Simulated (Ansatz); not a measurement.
# MoSe: what the fields show

```
Mo Se
1.0
     3.04963    0.00000    0.00000
    -1.52482    2.64106    0.00000
     0.00000    0.00000    4.75818
Mo Se
1 1
Direct
  0.00000 0.00000 0.00000
  0.00000 0.00000 0.50000
```

Space group P6/mmm; a structure generated by program, which may or may not match a known phase; computed without spin polarisation.

All numbers below come from DFT PBE, scalar-relativistic, plane waves, PAW (Ansatz 0.2.0).

In a PAW calculation such maps are meaningful between the atoms, not at the nuclei.

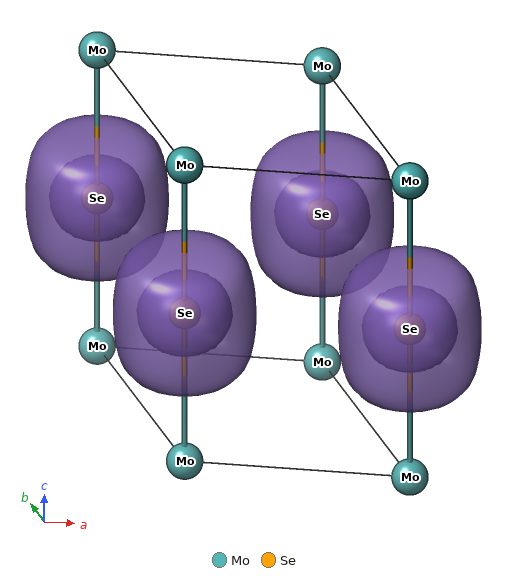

Figure 1. Isosurface of the electron localisation function at 0.7 (purple), seen at an oblique angle. Only the valence region is drawn (cores and ρ < 0.01 e/Å³ removed). Sticks mark near contacts.

Question: What do the ELF domains correspond to?

Answer: The surface consists of one region wrapped around Se (its valence shell), counted in one cell of 2 atoms. Any copies at cell faces, edges or corners count once. Profiles from the grid: Mo–Se (2.38 Å): the ELF is about 0.35 at the midpoint.

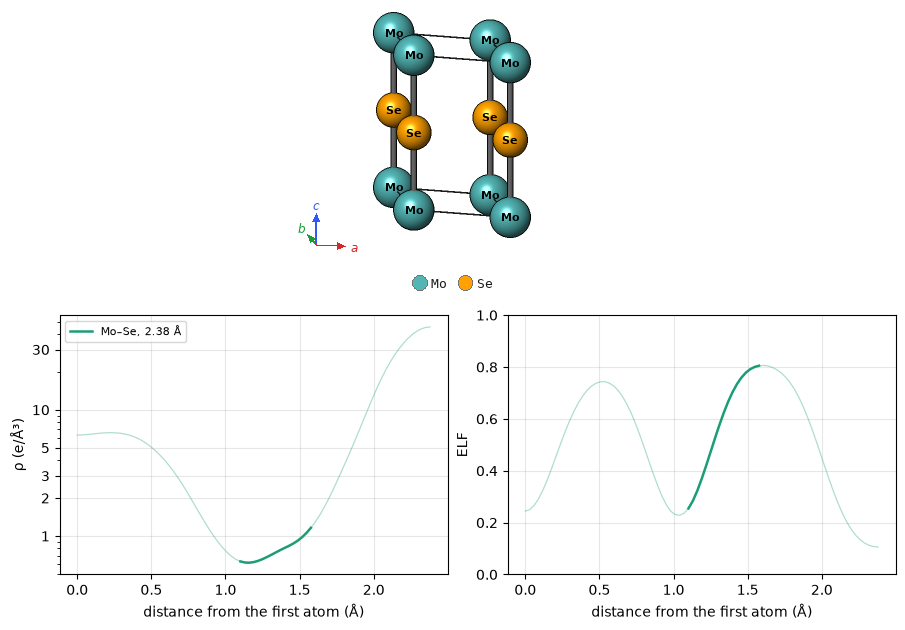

Figure 2. Valence electron density and electron localisation function along straight lines between neighbouring atoms. Thin, pale parts lie inside the atomic spheres. The structure is drawn too.

Question: What can be read from the curves?

Answer: Mo–Se (2.38 Å): ρ at the midpoint is about 0.62 e/Å³; the ELF is about 0.35 at the midpoint.

Question: Does the calculation give a band gap?

Answer: It is gapless in this calculation (a metal or semimetal); semilocal functionals without U, or without the true magnetic order, often close the gap of such compounds.
